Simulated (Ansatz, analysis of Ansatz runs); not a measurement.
## F centre in LiF: hyperfine coupling, PBE

Aim: the hyperfine coupling of the F centre in LiF, to be set beside the measurement. Set-up: PBE, 32-site cell, PBE lattice, 420 eV, k: the single point 1/4 1/4 1/4 then 2x2x2 shifted 0.5 0.5 0.5, SCF cut short. The model is a cell of 32 host atoms with 1 F taken out. The isotropic coupling follows from the spin density at the nucleus, the nuclear g-factor and the total spin.

Measured beforehand: 7Li, shell I: 39.06 MHz, by ENDOR (quoted in “F center in LiF: A quantum mechanical ab initio investigation of the hyperfine interaction between the unpaired electron at the vacancy and its first seven neighbors”, 2001, G. Mallia et al., quoting earlier work (1968)). 19F, shell II: 105.9 MHz, by ENDOR (quoted in “F center in LiF: A quantum mechanical ab initio investigation of the hyperfine interaction between the unpaired electron at the vacancy and its first seven neighbors”, 2001, G. Mallia et al., quoting earlier work (1968)). 7Li, shell III: 0.5 MHz, by ENDOR (quoted in “F center in LiF: A quantum mechanical ab initio investigation of the hyperfine interaction between the unpaired electron at the vacancy and its first seven neighbors”, 2001, G. Mallia et al., quoting earlier work (1968)). 19F, shell IV: 0.48 MHz, by ENDOR (quoted in “F center in LiF: A quantum mechanical ab initio investigation of the hyperfine interaction between the unpaired electron at the vacancy and its first seven neighbors”, 2001, G. Mallia et al., quoting earlier work (1968)).

Program: Ansatz 0.2.0. Level of theory: plane-wave PAW DFT, PBE; relaxation of all atoms of a defect supercell. Results are calculated unless marked as measured.

## (1) Set-up

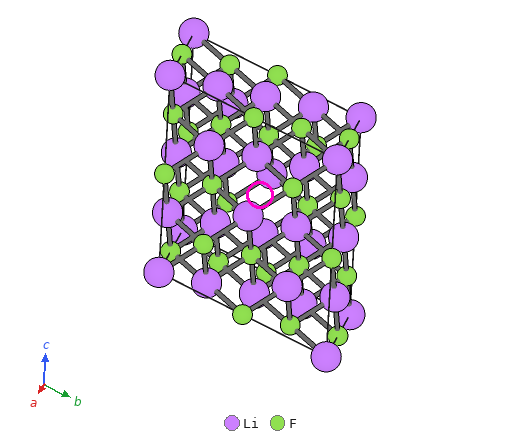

The starting structure, seen slightly off an axis (lithium purple, fluorine green). A ring marks the centre wherever it is empty. Some periodic images of atoms are drawn too.

The cell holds 31 atoms: 16 Li and 15 F. Its edges and angles: a = 7.044 Å, b = 7.044 Å, c = 7.044 Å, α = 109.5°, β = 109.5°, γ = 109.5°. It derives from LiF (space group Fm-3m). Nearest the centre at fractional (0.500, 0.500, 0.500): Li7 at 2.03 Å, Li6 at 2.03 Å, Li12 at 2.03 Å, Li10 at 2.03 Å, Li16 at 2.03 Å, Li15 at 2.03 Å, F30 at 2.88 Å, F31 at 2.88 Å.

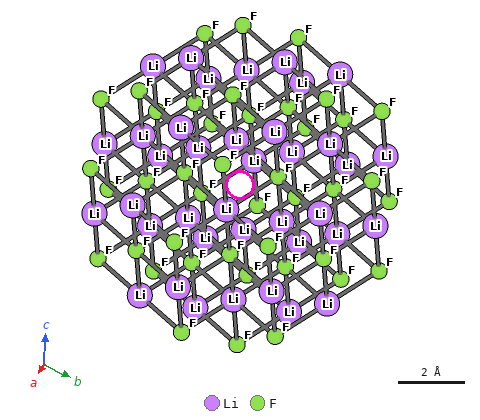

The atoms within 5 Å of the centre. A ring marks the centre wherever it is empty.

The host's primitive cell comes from a first run (plane-wave PAW DFT, PBE; relaxation of the host's cell and atoms): vectors of 2.876, 2.876 and 2.876 Å. That is 8.41 Å³ an atom, 2.9 % over the diffraction cell's volume. The supercell is built on it.

## (2) Relaxation, charge 0

Every later number rests on the structure around the defect, so the atoms are relaxed at the host's lattice first.

relax/input.yaml reads:

```yaml
relax:
  f_tol: 0.02
  max_steps: 80
  escape_saddle: false
crystal:
  lattice:
    - [-4.06712876, 4.06712876, 4.06712876]
    - [4.06712876, -4.06712876, 4.06712876]
    - [4.06712876, 4.06712876, -4.06712876]
  atoms:
    - { symbol: Li, position: [0.0, 0.0, 0.0] }
    - { symbol: Li, position: [0.0, 0.25, 0.75] }
    - { symbol: Li, position: [0.0, 0.5, 0.5] }
    - { symbol: Li, position: [0.0, 0.75, 0.25] }
    - { symbol: Li, position: [0.25, 0.0, 0.75] }
    - { symbol: Li, position: [0.25, 0.25, 0.5] }
    - { symbol: Li, position: [0.25, 0.5, 0.25] }
    - { symbol: Li, position: [0.25, 0.75, 0.0] }
    - { symbol: Li, position: [0.5, 0.0, 0.5] }
    - { symbol: Li, position: [0.5, 0.25, 0.25] }
    - { symbol: Li, position: [0.5, 0.5, 0.0] }
    - { symbol: Li, position: [0.5, 0.75, 0.75] }
    - { symbol: Li, position: [0.75, 0.0, 0.25] }
    - { symbol: Li, position: [0.75, 0.25, 0.0] }
    - { symbol: Li, position: [0.75, 0.5, 0.75] }
    - { symbol: Li, position: [0.75, 0.75, 0.5] }
    - { symbol: F, position: [0.0, 0.0, 0.5] }
    - { symbol: F, position: [0.0, 0.25, 0.25] }
    - { symbol: F, position: [0.0, 0.5, 0.0] }
    - { symbol: F, position: [0.0, 0.75, 0.75] }
    - { symbol: F, position: [0.25, 0.0, 0.25] }
    - { symbol: F, position: [0.25, 0.25, 0.0] }
    - { symbol: F, position: [0.25, 0.5, 0.75] }
    - { symbol: F, position: [0.25, 0.75, 0.5] }
    - { symbol: F, position: [0.5, 0.0, 0.0] }
    - { symbol: F, position: [0.5, 0.25, 0.75] }
    - { symbol: F, position: [0.5, 0.75, 0.25] }
    - { symbol: F, position: [0.75, 0.0, 0.75] }
    - { symbol: F, position: [0.75, 0.25, 0.5] }
    - { symbol: F, position: [0.75, 0.5, 0.25] }
    - { symbol: F, position: [0.75, 0.75, 0.0] }
basis:
  ecutwfc: 420
  xc_grid: 2
hamiltonian:
  xc: pbe
kpoints:
  mp_grid: { grid: [1, 1, 1], shift: [0.25, 0.25, 0.25] }
magnetization:
  spin_polarized: true
  initial_magnetization: 1
  spin_locking: { lock_magnetization: hard }
scf:
  occupations: { method: fermi_dirac, width: 0.01 }
  max_iter: 4
output:
  forces: true
checkpoint:
  write: "../relax.run"
  compress: false
  write_wavefunctions: true
  write_every: 100000
```

Run with:

```sh
> ansatz run input.yaml --threads 2 --pin off --max-ram 3768MiB --backend cpu --events-out ev --progress --plain --runs-dir out
```

Numbers of over 12 decimals in the logs are rounded to 6 here.

Log:

```text
[... repeated set-up lines and file paths are left out, and long positions are rounded to six places ...]
Engine: ansatz 0.2.0, aarch64-unknown-linux-gnu
Pseudopotentials: kind: paw
Pseudopotential: Li, paw, valence charge 3, recommended cutoff 420 eV (normal), Li.paw.azcp
Pseudopotential: F, paw, valence charge 7, recommended cutoff 420 eV (normal), F.paw.azcp
Functional definition: PBE
  parameter kappa = 0.804
  parameter beta = 0.066725
  exchange = pbe_x(kappa = kappa, mu = beta*pi^2/3)
  correlation = pbe_c(beta = beta)
Crystal: 31 atoms, lattice volume = 269.106 Å³
Basis set: ecut = 420 eV, 5281 PW (Γ), exchange–correlation on 96×96×96 points (8 copies of the dense FFT grid, shifted against one another)
Bands: 108, of which v1, the nominal top of the filled ones, is band 77 counted from 1 (76 counted from 0)
Symmetry: 48 space group operations
Space group: Im-3m (ITA 229), of the structure as read, at distance tolerance 6.5e-5 Å
Magnetic group: BNS 229.140 (UNI 1642), of the structure as read, at distance tolerance 6.5e-5 Å
k-points: 1
Non-local potential: Li, projectors of the file, l = 0: 3, l = 1: 2, l = 2: 1
Non-local potential: F, projectors of the file, l = 0: 2, l = 1: 2, l = 2: 1
PAW form: soft (Blöchl's): semilocal exchange-correlation on the pseudo side does not see the compensation charge
PAW one-centre angular grid: Li, 110 points (default); XC on 64 Gauss nodes
PAW one-centre angular grid: F, 110 points (default); XC on 64 Gauss nodes
Initial density: superposition of atomic densities (chi_scale 0.1, normalization cell, long waves kept (reshape's long-wave potential 0.25 eV rms))
Starting moments: Σ|m| = 1 μB on 31 of 31 sites
Initial wavefunctions: pseudopotential atomic-orbital guess
Functional: x = pbe(κ = 0.804, μ = 0.219515), c = pbe(β = 0.066725)
SCF iter   1: F=—  HF=-15446.285740 eV  |F-HF|=—  |Δ(HF+E_count)|=         —  Δρ=3.29e-2 (↑2.92e-2 ↓3.29e-2)  dr2=6.31e0  dr2_m=1.11e-1  M=1.000 μB ∫|m|=1.016 μB  β_m=0.30  ethr=3.10e-3  ⟨swp⟩=6.0  Hψ=938  notcnv=0  defer=26
preconditioner: auto → Resta (q_TF=auto, 2.483 Å⁻¹)  ε∞=2.8  [insulator: Δε(μ)=4.052 eV  Ē_g=18.643 eV  σ=0.010 eV  W_gap=1.00  n_scr=78 (ndim 8)  ℏωp=24.9 eV  f_vac=0.000  D(μ)=0.00/eV (n_scr^D=0)  ε∞_Penn≈2.8]
spin=Collinear: Resta preconditioning applied to the charge; magnetization (m = ρ↑ − ρ↓) channel mixes plain (no charge-response kernel on spin).
SCF iter   2: F=—  HF=-15446.062158 eV  |F-HF|=—  |Δ(HF+E_count)|=   2.24e-1  Δρ=2.25e-2 (↑1.91e-2 ↓2.25e-2)  dr2=2.79e0  dr2_m=6.03e-2  M=1.000 μB ∫|m|=1.017 μB  β_m=0.56  ethr=3.10e-3  ⟨swp⟩=1.0  Hψ=485  notcnv=0
SCF iter   3: F=—  HF=-15446.218591 eV  |F-HF|=—  |Δ(HF+E_count)|=   1.56e-1  Δρ=6.45e-3 (↑6.21e-3 ↓6.45e-3)  dr2=3.20e-1  dr2_m=3.01e-3  M=1.000 μB ∫|m|=1.015 μB  β_m=0.60  ethr=1.82e-3  ⟨swp⟩=1.0  Hψ=508  notcnv=0
SCF iter   4: F=—  HF=-15446.200175 eV  |F-HF|=—  |Δ(HF+E_count)|=   1.84e-2  Δρ=1.37e-3 (↑1.17e-3 ↓1.37e-3)  dr2=9.10e-3  dr2_m=2.26e-4  M=1.000 μB ∫|m|=1.014 μB  β_m=0.80  ethr=2.09e-4  ⟨swp⟩=1.0  Hψ=559  notcnv=0
Error: did not converge after 4 iterations: dr2 = 9.10e-3 (threshold 1.00e-5), under the density mixer `msr1`, which `scf.mixing.algorithm: auto` chose by the deck's other keys (type `scf.mixing.algorithm: msr1` to keep it); [...]
```

Run time: 3 s. Hardware: 2 threads of Arm Neoverse N1, shared host; peak memory 0.57 GiB.

The column dr2 measures how far the density is from self-consistency, as an energy; F and HF (Harris–Foulkes) agree once it is small.

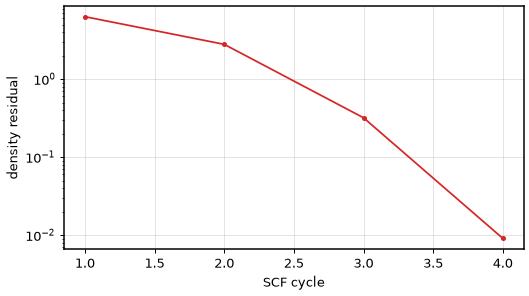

Residual by cycle in this run.

No converged result was reached; the numbers in the log don't describe the system.

After 4 cycles the residual stands at 0.0091. The cap of 4 cycles in the input ended the loop.

The program's message: “Error: did not converge after 4 iterations: dr2 = 9.10e-3 (threshold 1.00e-5), under the density mixer `msr1`, which `scf.mixing.algorithm: auto` chose by the deck's other keys (type `scf.mixing.algor …”

## (3) Outcome

The hyperfine coupling was not obtained, because the step “relaxation, charge 0” did not converge; the cause lies in the set-up: too few SCF iterations.

[Logs are printed without paths, hosts, clocks, repeated set-up lines and the standing remarks that a program may print on its own settings, such as how far it seeks lower states.]

[Hosts, paths, dates, database ids (printed as entryN), source tags and the programs' standing remarks are cut or masked in the printed files.]

[For some hosts the program warned that the k-mesh of the response run may be too coarse for force constants and the static dielectric constant; such warnings are not shown here.]
